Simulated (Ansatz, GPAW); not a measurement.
# BAs (110), 5 units in an electric field

Wanted: the out-of-plane polarisability of BAs (110), 5 units.

Calculated with GPAW 26.7.0 and Ansatz 0.2.0; Ansatz plane waves; layer without images along its normal, relaxation of atoms and in-plane cell; PAW set soft_1, in the first sound run; inputs show where later runs differ.

## Step 1: The starting structure

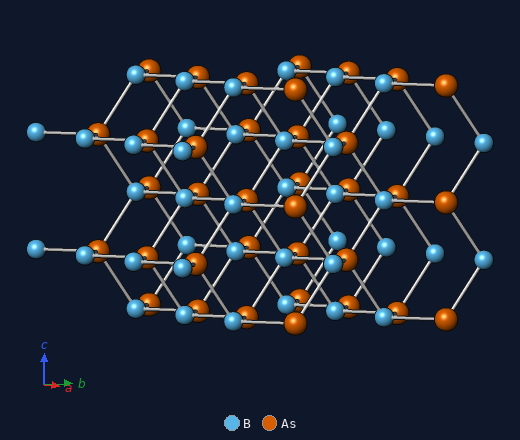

The cell as given, from the side, with the c axis up (boron blue, arsenic orange). 3×2×1 cells are drawn. Some periodic images of atoms are drawn too.

The cell holds 10 atoms: 5 B and 5 As. Cell: a = 3.380 Å, b = 4.780 Å, c = 20.760 Å, α = 90.0°, β = 90.0°, γ = 90.0°. It derives from BAs (zincblende BAs). Vacuum lies along c.

## Step 2: Relaxation

Forces are removed first; all later runs use this geometry.

Input file input.yaml:

```yaml
crystal:
  lattice:
    - [3.37997041, 0.0, 0.0]
    - [0.0, 4.78, 0.0]
    - [0.0, 0.0, 20.7599408281]
  atoms:
    - { symbol: B, position: [0.5, 0.5, 0.337187859] }
    - { symbol: As, position: [0.0, 0.75, 0.337187859] }
    - { symbol: B, position: [0.0, 0.0, 0.4185939295] }
    - { symbol: As, position: [0.5, 0.25, 0.4185939295] }
    - { symbol: B, position: [0.5, 0.5, 0.5] }
    - { symbol: As, position: [0.0, 0.75, 0.5] }
    - { symbol: B, position: [0.0, 0.0, 0.5814060705] }
    - { symbol: As, position: [0.5, 0.25, 0.5814060705] }
    - { symbol: B, position: [0.5, 0.5, 0.662812141] }
    - { symbol: As, position: [0.0, 0.75, 0.662812141] }
  periodic: [true, true, false]
kpoints:
  mp_grid: { grid: [8, 6, 1] }
hamiltonian:
  xc: pbe
  pseudopotentials: { kind: paw, azcp: { folder: soft_1 } }
scf:
  occupations: { method: fermi_dirac, width: 0.05 }
relax:
  f_tol: 0.01
  max_steps: 90
  cell: {}
```

Command:

```bash
ansatz run input.yaml --threads 4 --pin off --max-ram 8192MiB --backend cpu --events-out ev --progress --plain --runs-dir out
```

Numbers of over 12 decimals in the logs are rounded to 6 here.

The program printed:

```text
Warning: crystal.periodic: the lattice vector that does not repeat stood 0.000° off the slab's normal, 20.760 Å along it as the deck builds it. The run solves the slab on a vector along the normal, 37.320 Å long, with every atom where it was (on the deck's vector they left 14.00 Å outside them, and the widest stretch free of ions among them is 1.69 Å). A fractional position that the run reports is one of the run's ce [...]
crystal.periodic: the lattice vector that does not repeat stood 0.000° off the slab's normal, 20.760 Å along it as the deck builds it. The run solves the slab on a vector along the normal, 37.320 Å long, with every atom where it was (on the deck's vector they left 14.00 Å outside them, and the widest stretch free of ions among them is 1.69 Å). A fractional position that the run reports is one of the run's cell, which [...]
Engine: ansatz 0.2.0, x86_64-unknown-linux-gnu
Pseudopotentials: kind: paw
Pseudopotential: B, paw, valence charge 3, recommended cutoff 420 eV (normal), soft_1/B.paw.azcp
Pseudopotential: As, paw, valence charge 15, recommended cutoff 420 eV (normal), soft_1/As.paw.azcp
Functional definition: PBE
  parameter kappa = 0.804
  parameter beta = 0.066725
  exchange = pbe_x(kappa = kappa, mu = beta*pi^2/3)
  correlation = pbe_c(beta = beta)
Crystal: 10 atoms, lattice volume = 602.950 Å³
Basis set: ecut = 420 eV, 11773 PW (Γ), exchange–correlation on 48×64×500 points (8 copies of the dense FFT grid, shifted against one another)
Bands: 55, of which v1, the nominal top of the filled ones, is band 45 counted from 1 (44 counted from 0)
Symmetry: 4 space group operations
Space group: Pmm2 (ITA 25), of the structure as read, at distance tolerance 8.4e-5 Å
k-points: 20 of 48 (time reversal used)
Non-local potential: B, projectors of the file, l = 0: 2, l = 1: 2, l = 2: 1
Non-local potential: As, projectors of the file, l = 0: 2, l = 1: 2, l = 2: 3, l = 3: 1
PAW form: soft (Blöchl's): semilocal exchange-correlation on the pseudo side does not see the compensation charge
PAW one-centre angular grid: B, 110 points (default); XC on 64 Gauss nodes
PAW one-centre angular grid: As, 590 points (default); XC on 64 Gauss nodes
Initial density: superposition of atomic densities (neutral atoms: chi_scale 0, normalization atom)
Initial wavefunctions: pseudopotential atomic-orbital guess
Functional: x = pbe(κ = 0.804, μ = 0.219515), c = pbe(β = 0.066725)
SCF iter   1: F=—  HF=-25058.271940 eV  |F-HF|=—  |Δ(HF+E_count)|=         —  Δρ=3.29e-2  dr2=8.43e0  ethr=3.10e-3  ⟨swp⟩=9.2  Hψ=5543  notcnv=0  defer=17
preconditioner: auto → LDOS  [metal: Δε(μ)=0.050 eV  Ē_g=9.662 eV  σ=0.050 eV  W_gap=0.24  n_scr=74 (ndim 8)  ℏωp=9.6 eV  f_vac=0.715  D(μ)=3.39/eV (n_scr^D=10)  β→1.0]
SCF iter   2: F=—  HF=-25056.686355 eV  |F-HF|=—  |Δ(HF+E_count)|=    1.59e0  Δρ=1.71e-2  dr2=2.91e0  ethr=3.10e-3  ⟨swp⟩=5.1  Hψ=2468  notcnv=0  defer=59
SCF iter   3: F=—  HF=-25055.937301 eV  |F-HF|=—  |Δ(HF+E_count)|=   7.49e-1  Δρ=3.11e-3  dr2=1.16e-1  ethr=3.10e-3  ⟨swp⟩=4.8  Hψ=2158  notcnv=0  defer=59
SCF iter   4: F=—  HF=-25055.908531 eV  |F-HF|=—  |Δ(HF+E_count)|=   2.88e-2  Δρ=9.11e-4  dr2=1.49e-2  ethr=1.28e-4  ⟨swp⟩=4.2  Hψ=2751  notcnv=0  defer=55
SCF iter   5: F=—  HF=-25055.907504 eV  |F-HF|=—  |Δ(HF+E_count)|=   1.03e-3  Δρ=3.53e-4  dr2=2.29e-3  ethr=1.66e-5  ⟨swp⟩=2.8  Hψ=1936  notcnv=0  defer=55
SCF iter   6: F=—  HF=-25055.907624 eV  |F-HF|=—  |Δ(HF+E_count)|=   1.20e-4  Δρ=1.61e-4  dr2=3.14e-4  ethr=2.55e-6  ⟨swp⟩=3.1  Hψ=2113  notcnv=0  defer=55
SCF iter   7: F=—  HF=-25055.907586 eV  |F-HF|=—  |Δ(HF+E_count)|=   3.81e-5  Δρ=5.98e-5  dr2=3.85e-5  ethr=3.49e-7  ⟨swp⟩=2.8  Hψ=2114  notcnv=0  defer=55
SCF iter   8: F=—  HF=-25055.907585 eV  |F-HF|=—  |Δ(HF+E_count)|=   1.40e-6  Δρ=2.51e-5  dr2=7.16e-6  ethr=4.28e-8  ⟨swp⟩=3.0  Hψ=2304  notcnv=0  defer=55
SCF iter   9: F=—  HF=-25055.907587 eV  |F-HF|=—  |Δ(HF+E_count)|=   2.24e-6  Δρ=6.00e-6  dr2=5.78e-7  ethr=7.95e-9  ⟨swp⟩=2.8  Hψ=2227  notcnv=0  defer=55
SCF iter  10: F=-25055.907587 eV  HF=-25055.907587 eV  |F-HF|=5.80e-8  |Δ(HF+E_count)|=   1.73e-7  Δρ=1.70e-6  dr2=2.39e-8  ethr=1.11e-10  ⟨swp⟩=6.8  Hψ=4825  notcnv=0
SCF 1 converged in 10 iterations: F = -25055.907587 eV  dr2 = 2.39e-8
  greatest PAW one-centre occupation: 0.999 electrons in one spin orbital (limit 2), on the As atom at site 3 (counted from 0), in its partial waves of l = 2
relax step   1: F+E_penalty+E_count = -25055.90758740 eV  Δ(F+E_penalty+E_count) = +0.000e0 eV  max|allowed force component| = 1.934e0 eV/Å  Δτ_max = 0.0000 Å  P = -0.925 N/m  Ω = 602.950 Å³  fix = [c, alpha, beta]  reactions: c +0.000 N/m  (10 SCF iters, dr2 threshold 1.00e-7 eV, accepted)
Crystal: 10 atoms, lattice volume = 606.210 Å³
Basis set: ecut = 420 eV, 11797 PW (Γ), exchange–correlation on 48×64×500 points (8 copies of the dense FFT grid, shifted against one another)
Initial density: handed on by an earlier stage of this run
Initial wavefunctions: those handed on with the density
iter 1 solved again at ethr=4.18e-4 eV; its pass at ethr=3.10e-3 eV (dr2=3.76e-1 eV) is discarded
SCF iter   1: F=—  HF=-25057.154465 eV  |F-HF|=—  |Δ(HF+E_count)|=         —  Δρ=7.56e-3  dr2=3.76e-1  ethr=4.18e-4  ⟨swp⟩=4.0  Hψ=5948  notcnv=0
preconditioner: auto → Resta (q_TF=auto, 1.985 Å⁻¹)  ε∞=2.0  [insulator: Δε(μ)=0.528 eV  Ē_g=9.602 eV  σ=0.050 eV  W_gap=0.99  n_scr=74 (ndim 8)  ℏωp=9.5 eV  f_vac=0.720  D(μ)=0.02/eV (n_scr^D=0)  ε∞_Penn≈2.0  vacuum switching on, ρ_ref=6.7e-3 e/Å³]
SCF iter   2: F=—  HF=-25057.090824 eV  |F-HF|=—  |Δ(HF+E_count)|=   6.36e-2  Δρ=3.27e-3  dr2=8.37e-2  ethr=4.18e-4  ⟨swp⟩=4.4  Hψ=1947  notcnv=0  defer=1
preconditioner: auto → LDOS  [insulator: Δε(μ)=0.258 eV  Ē_g=9.549 eV  σ=0.050 eV  W_gap=0.85  n_scr=74 (ndim 8)  ℏωp=9.5 eV  f_vac=0.721  D(μ)=0.25/eV (n_scr^D=2)  ε∞_Penn≈2.0  β→1.0]
SCF iter   3: F=—  HF=-25057.090201 eV  |F-HF|=—  |Δ(HF+E_count)|=   6.23e-4  Δρ=1.27e-3  dr2=4.10e-2  ethr=9.30e-5  ⟨swp⟩=4.8  Hψ=2308  notcnv=0  defer=3
SCF iter   4: F=—  HF=-25057.084278 eV  |F-HF|=—  |Δ(HF+E_count)|=   5.92e-3  Δρ=3.42e-4  dr2=1.06e-3  ethr=4.55e-5  ⟨swp⟩=3.3  Hψ=1871  notcnv=0  defer=55
SCF iter   5: F=—  HF=-25057.084156 eV  |F-HF|=—  |Δ(HF+E_count)|=   1.23e-4  Δρ=9.71e-5  dr2=7.97e-5  ethr=1.18e-6  ⟨swp⟩=3.0  Hψ=1774  notcnv=0  defer=55
SCF iter   6: F=—  HF=-25057.084147 eV  |F-HF|=—  |Δ(HF+E_count)|=   8.79e-6  Δρ=2.44e-5  dr2=3.03e-6  ethr=8.86e-8  ⟨swp⟩=3.5  Hψ=2382  notcnv=0  defer=55
[...]
SCF 3 converged in 7 iterations: F = -25057.507791 eV  dr2 = 8.22e-7
relax step   3: F+E_penalty+E_count = -25057.50779145 eV  Δ(F+E_penalty+E_count) = -4.236e-1 eV  max|allowed force component| = 6.656e-1 eV/Å  Δτ_max = 0.1949 Å  P = -1.368 N/m  Ω = 606.982 Å³  energy of the carried Pulay correction = -4.580e-4 eV  fix = [c, alpha, beta]  reactions: c +0.000 N/m  (7 SCF iters, dr2 threshold 1.00e-6 eV, accepted)
[...]
relax step   4: F+E_penalty+E_count = -25057.55342960 eV  Δ(F+E_penalty+E_count) = -4.564e-2 eV  max|allowed force component| = 4.610e-1 eV/Å  Δτ_max = 0.0853 Å  P = +1.121 N/m  Ω = 604.492 Å³  energy of the carried Pulay correction = -1.755e-4 eV  fix = [c, alpha, beta]  reactions: c +0.000 N/m  (7 SCF iters, dr2 threshold 1.00e-6 eV, accepted)
[...]
relax step   5: F+E_penalty+E_count = -25057.56986263 eV  Δ(F+E_penalty+E_count) = -1.643e-2 eV  max|allowed force component| = 5.331e-2 eV/Å  Δτ_max = 0.0181 Å  P = +0.093 N/m  Ω = 607.813 Å³  energy of the carried Pulay correction = -5.519e-4 eV  fix = [c, alpha, beta]  reactions: c +0.000 N/m  (6 SCF iters, dr2 threshold 1.00e-6 eV, accepted)
[...]
relax step   6: F+E_penalty+E_count = -25057.57030939 eV  Δ(F+E_penalty+E_count) = -4.468e-4 eV  max|allowed force component| = 1.826e-2 eV/Å  Δτ_max = 0.0042 Å  P = +0.016 N/m  Ω = 608.744 Å³  energy of the carried Pulay correction = -6.571e-4 eV  fix = [c, alpha, beta]  reactions: c +0.000 N/m  (5 SCF iters, dr2 threshold 1.78e-7 eV, accepted)
[...]
relax step   7: F+E_penalty+E_count = -25057.57035005 eV  Δ(F+E_penalty+E_count) = -4.065e-5 eV  max|allowed force component| = 1.584e-2 eV/Å  Δτ_max = 0.0042 Å  P = +0.020 N/m  Ω = 609.249 Å³  energy of the carried Pulay correction = -7.141e-4 eV  fix = [c, alpha, beta]  reactions: c +0.000 N/m  (6 SCF iters, dr2 threshold 2.08e-8 eV, accepted)
[...]
relax step   8: F+E_penalty+E_count = -25057.57035872 eV  Δ(F+E_penalty+E_count) = -8.674e-6 eV  max|allowed force component| = 1.947e-3 eV/Å  Δτ_max = 0.0010 Å  P = +0.000 N/m  Ω = 609.398 Å³  energy of the carried Pulay correction = -7.309e-4 eV  fix = [c, alpha, beta]  reactions: c +0.000 N/m  (5 SCF iters, dr2 threshold 1.57e-8 eV, accepted)
Basis set: ecut = 420 eV, 11895 PW (Γ), exchange–correlation on 48×72×500 points (8 copies of the dense FFT grid, shifted against one another)
Initial wavefunctions: pseudopotential atomic-orbital guess (no wavefunctions were taken with the density)
iter 1 solved again at ethr=2.66e-7 eV; its pass at ethr=3.10e-3 eV (dr2=2.39e-4 eV) is discarded
SCF iter   1: F=—  HF=-25057.571117 eV  |F-HF|=—  |Δ(HF+E_count)|=         —  Δρ=1.46e-5  dr2=1.24e-7  ethr=2.66e-7  ⟨swp⟩=5.3  Hψ=9792  notcnv=0
eigensolver tolerance schedule: the retry pair's looser diagonalisation over-reported the residual by 1926.55 of it (diagonalisation noise at 0.20 of the residual, at the tolerance the schedule requests for it); recorded, not acted on — ethr = c·dr2/N_el stays at c = 1.0e-1
preconditioner: auto → Resta (q_TF=auto, 1.984 Å⁻¹)  ε∞=2.0  [insulator: Δε(μ)=0.412 eV  Ē_g=9.552 eV  σ=0.050 eV  W_gap=0.96  n_scr=74 (ndim 8)  ℏωp=9.5 eV  f_vac=0.723  D(μ)=0.05/eV (n_scr^D=0)  ε∞_Penn≈2.0  vacuum switching on, ρ_ref=6.6e-3 e/Å³]
SCF iter   2: F=—  HF=-25057.571152 eV  |F-HF|=—  |Δ(HF+E_count)|=   3.52e-5  Δρ=7.77e-6  dr2=4.52e-8  ethr=1.38e-10  ⟨swp⟩=4.0  Hψ=2790  notcnv=0
SCF iter   3: F=—  HF=-25057.571186 eV  |F-HF|=—  |Δ(HF+E_count)|=   3.36e-5  Δρ=1.70e-6  dr2=2.94e-8  ethr=5.03e-11  ⟨swp⟩=4.0  Hψ=2444  notcnv=0
SCF iter   4: F=—  HF=-25057.571189 eV  |F-HF|=—  |Δ(HF+E_count)|=   3.29e-6  Δρ=4.55e-7  dr2=5.21e-9  ethr=3.27e-11  ⟨swp⟩=2.8  Hψ=1458  notcnv=0
SCF iter   5: F=—  HF=-25057.571189 eV  |F-HF|=—  |Δ(HF+E_count)|=   5.50e-8  Δρ=1.84e-7  dr2=1.66e-10  ethr=5.79e-12  ⟨swp⟩=3.0  Hψ=1531  notcnv=0
SCF iter   6: F=-25057.571189 eV  HF=-25057.571189 eV  |F-HF|=6.99e-9  |Δ(HF+E_count)|=   6.86e-8  Δρ=5.69e-8  dr2=2.69e-11  ethr=1.00e-12  ⟨swp⟩=7.2  Hψ=5104  notcnv=0
SCF 9 converged in 6 iterations: F = -25057.571189 eV  dr2 = 2.69e-11
relax step   9: F+E_penalty+E_count = -25057.57118931 eV  Δ(F+E_penalty+E_count) = -8.306e-4 eV  max|allowed force component| = 1.952e-3 eV/Å  Δτ_max = 0.0000 Å  P = +0.008 N/m  Ω = 609.398 Å³  fix = [c, alpha, beta]  reactions: c +0.000 N/m  stress off target by 1.43e-2 N/m on what of the cell is left free  SCF on the basis re-selected at this cell (its energy is not comparable with the rows above)  (6 SCF iters)
basis re-selected at this cell: Δ(F+E_penalty+E_count) = -8.306e-4 eV, ΔP = +0.008 N/m vs the last step (what re-selecting the basis moved, of the pressure what is left beyond the Pulay correction that the steps carried, after the strain that the cell walked since its last selection, with what the two solves' SCF thresholds leave and, on support functions, any second-order correction that the steps lacked; it is no measure of the basis error at this ecutwfc). The dense FFT grid was sized anew with the basis: this SCF ran on 24×36×250 points, the steps before it on 24×32×250, so part of this shift can come from that change (see relax.cell in the input reference). [rest of the remark cut]
SCF converged after 6 iterations
Free energy (F): -25057.571189 eV
Harris-Foulkes:  -25057.571189 eV  (|F-HF|=6.99e-9)
Internal energy: -25057.570573 eV  (E = F + TS)
E sigma→0 (E₀):  -25057.570881 eV
Entropy (-TS):   -0.000616 eV (-0.062 meV/atom)
Fermi energy:    -4.943926 eV
--- Per-component energies (eV) ---
  E_band       = -2459.822790
  E_kinetic    = 719.212832
  E_local      = -300640.998914  (includes V_loc(G=0)·N_el)
  E_nonlocal   = -1918.958701
  E_hartree    = 150257.381406
  E_xc         = -510.902923
  E_vxc        = -555.024397  (∫ρ·V_xc dr)
  E_paw        = -10460.590418  (= ΣΔE_a)
  E_vpaw       = -578.815655  (= ΣTr[D̂ρ^β])
  E_aug_tail   = -0.000012  (compensation charges beyond the density's cutoff)
  E_ewald      = 137497.286157
  E_smearing   = -0.000616  (= −TS)
  E_closure    = -0.000000  (closes the sum)
  Σ components = -25057.571189   (vs F -25057.571189, Δ=0.00e0)
--- Forces (eV/Å), atoms counted from 1 ---
  atom   1  B      0.00000000     0.00026433     0.00012180
  atom   2  As    -0.00000000    -0.00027359    -0.00023369
  atom   3  B      0.00000000    -0.00054571     0.00195215
  atom   4  As     0.00000000    -0.00031300     0.00005360
  atom   5  B      0.00000000     0.00037904     0.00000000
  atom   6  As     0.00000000     0.00135784     0.00000000
  atom   7  B      0.00000000    -0.00054571    -0.00195215
  atom   8  As     0.00000000    -0.00031300    -0.00005360
  atom   9  B      0.00000000     0.00026433    -0.00012180
  atom  10  As    -0.00000000    -0.00027359     0.00023369
  max |Σ_I F_I| component: 9.37e-7 eV/Å
--- 2D stress c σ (N/m, compression-positive) ---
        0.001958       0.000000       0.000000
        0.000000       0.014311       0.000000
        0.000000       0.000000       0.000000
  P = ½ c Tr σ = 0.0081 N/m
--- Relaxed structure (8 steps of the walk, 8 accepted, 1 SCFs on fresh bases) ---
  F+E_penalty+E_count = -25057.57118931 eV   max|allowed force component| = 1.952e-3 eV/Å   (the final SCF, on the basis selected at the relaxed cell)
  cell:  # Å, volume = 609.3982 Å³
    - [3.370839, 0.0, 0.0]
    - [0.0, 4.844210, 0.0]
    - [0.0, 0.0, 37.319882]
  atoms:
    - { symbol: B, position: [0.500000, 0.546006, 0.197450] }
    - { symbol: As, position: [0, 0.753509, 0.182520] }
    - { symbol: B, position: [0, -0.016150, 0.232186] }
    - { symbol: As, position: [0.500000, 0.229955, 0.232366] }
    - { symbol: B, position: [0.500000, 0.486657, 0.278135] }
    - { symbol: As, position: [0, 0.736704, 0.278135] }
    - { symbol: B, position: [0, -0.016150, 0.324084] }
    - { symbol: As, position: [0.500000, 0.229955, 0.323904] }
    - { symbol: B, position: [0.500000, 0.546006, 0.358820] }
    - { symbol: As, position: [0, 0.753509, 0.373751] }
```

The job ended after 62 s (4 threads of AMD EPYC 9R14 (Zen 4), shared host; peak memory 1.5 GiB).

The steps of the relaxation:

```
step  energy less that of the first step (eV)  largest force component (eV/Å)  volume (Å³)
   1                                   0.0000                          1.9335       602.95
   2                                  -1.1766                          1.4615       606.21
   3                                  -1.6002                          0.6656       606.98
   4                                  -1.6458                          0.4610       604.49
   5                                  -1.6623                          0.0533       607.81
   6                                  -1.6627                          0.0183       608.74
   7                                  -1.6628                          0.0158       609.25
   8                                  -1.6628                          0.0019       609.40
  9*                                  -1.6636                          0.0020       609.40
```

Relaxation steps marked * repeat the geometry before them on a plane-wave basis chosen anew for their cell, so energy and pressure can jump there.

The run keeps the 4 symmetry operations that it works with, so distortions that break them were not tested.

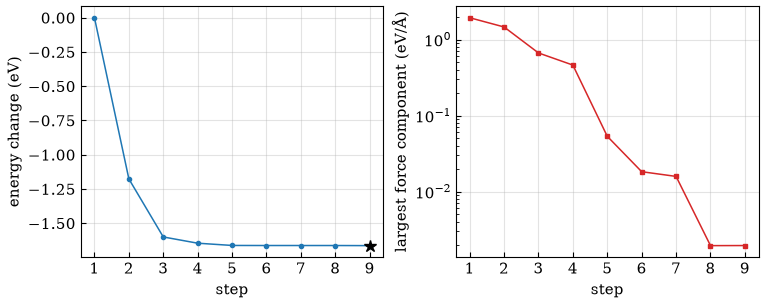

Energy and largest force along the relaxation. Stars mark steps on a basis chosen anew.

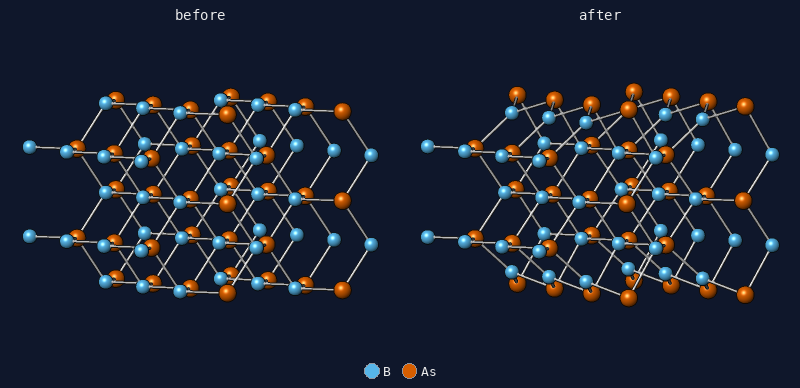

The structure before and after the relaxation, drawn at the same scale.

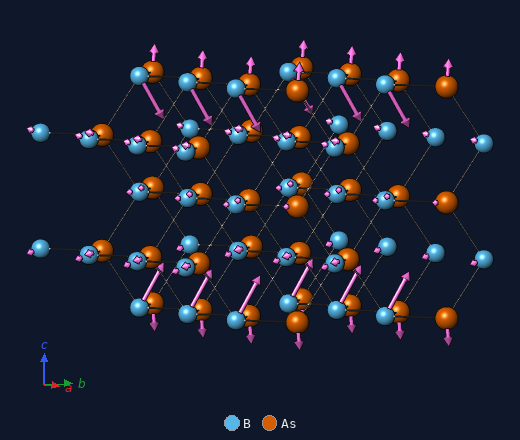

Displacements in the relaxation, exaggerated, measured against the changing cell; the longest in the cell stands for 0.43 Å. 3×2×1 cells are drawn. Some periodic images of atoms are drawn too.

```
cell as run  before  after  change
      a (Å)   3.380  3.371  -0.3 %
      b (Å)   4.780  4.844  +1.3 %
```

The atoms that moved most (Å, along periodic axes as changes of fractional coordinates times the final cell, across vacuum about the mean position):

```
atom     dx      dy      dz  length
  B1  0.000   0.223   0.369   0.431
  B9  0.000   0.223  -0.369   0.431
As10  0.000   0.017   0.188   0.189
 As2  0.000   0.017  -0.188   0.189
 As8  0.000  -0.097   0.018   0.099
 As4  0.000  -0.097  -0.018   0.099
  B7  0.000  -0.078   0.025   0.082
  B3  0.000  -0.078  -0.025   0.082
```

The relaxed structure:

```cif
data_structure
_symmetry_space_group_name_H-M 'P 1'
_symmetry_Int_Tables_number 1
_cell_length_a 3.3708
_cell_length_b 4.8442
_cell_length_c 37.3199
_cell_angle_alpha 90.000
_cell_angle_beta 90.000
_cell_angle_gamma 90.000
_cell_volume 609.40
loop_
_atom_site_label
_atom_site_type_symbol
_atom_site_fract_x
_atom_site_fract_y
_atom_site_fract_z
_atom_site_occupancy
B1 B 0.50000 0.54601 0.19745 1
As2 As 0.00000 0.75351 0.18252 1
B3 B 0.00000 0.98385 0.23219 1
As4 As 0.50000 0.22996 0.23237 1
B5 B 0.50000 0.48666 0.27814 1
As6 As 0.00000 0.73670 0.27814 1
B7 B 0.00000 0.98385 0.32408 1
As8 As 0.50000 0.22996 0.32390 1
B9 B 0.50000 0.54601 0.35882 1
As10 As 0.00000 0.75351 0.37375 1
```

Numbers from this step:

```yaml
free_energy: -25057.5712 eV
smearing_term_ts: 6.16e-4 eV
gap_by_band_count: 0.4116 eV
symmetry_operations: 4
```

The relaxation lowered the energy of the cell by 1.66 eV.

(Part 1 of 3 ends here.)

[Logs are printed without paths, hosts, clocks, repeated set-up lines and the standing remarks that a program may print on its own settings, such as how far it seeks lower states.]

[Hosts, paths, dates, database ids (printed as entryN), source tags and the programs' standing remarks are cut or masked in the printed files.]
